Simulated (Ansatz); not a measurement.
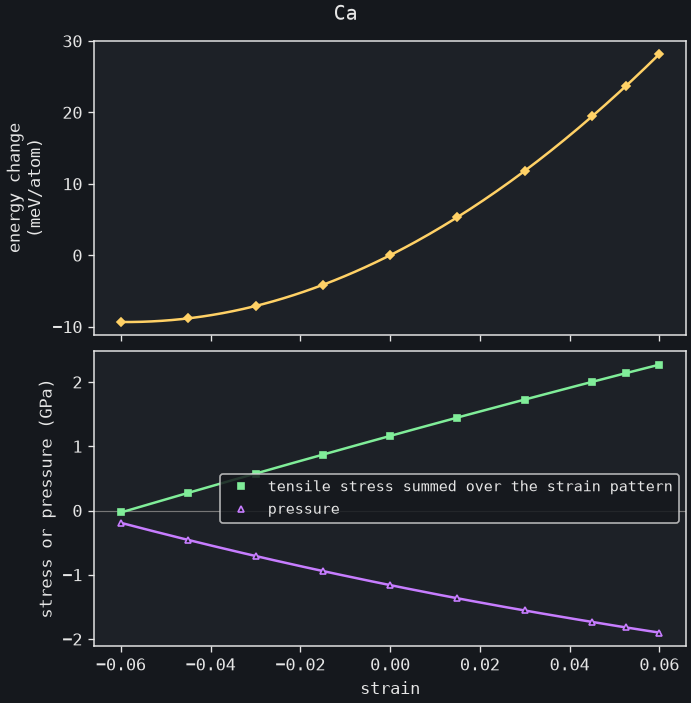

Plotted: energy change, tensile stress summed over the strain pattern and pressure against strain for Ca, space group Fm-3m (No. 225).

The given structure:
```
CELL_PARAMETERS angstrom
0.00000 2.79420 2.79420
2.79420 0.00000 2.79420
2.79420 2.79420 0.00000
ATOMIC_POSITIONS crystal
Ca 0.00000 0.00000 0.00000
```

How it was computed, with Ansatz 0.2.0: homogeneous strain of a crystal along one Voigt pattern with engineering shear, fractional coordinates fixed, by plane-wave density functional theory with PAW datasets, free energies less that of the undisturbed cell, pressure positive in compression; scalar-relativistic. Level: PBEsol, no spin polarisation.

- wave cutoff: 420 eV
- k mesh: 14×14×14
- occupations: Gaussian
- smearing width: 0.15 eV
- k shift: (0, 0, 0) (mesh steps)
- start: as given
- strain pattern: (1, 0, 0, 0, 0, 0) (xx yy zz yz xz xy with engineering shear)

Question: Is the given structure stable along this path?

Answer: No: the energy falls towards negative values, so the start isn't a stationary minimum along this path.

Question: How does the energy change vary with strain?

Answer: It rises from −9.35 meV/atom at strain −0.0600 to 28.16 meV/atom at 0.0600.

Keep in mind: reference crystal is not relaxed.
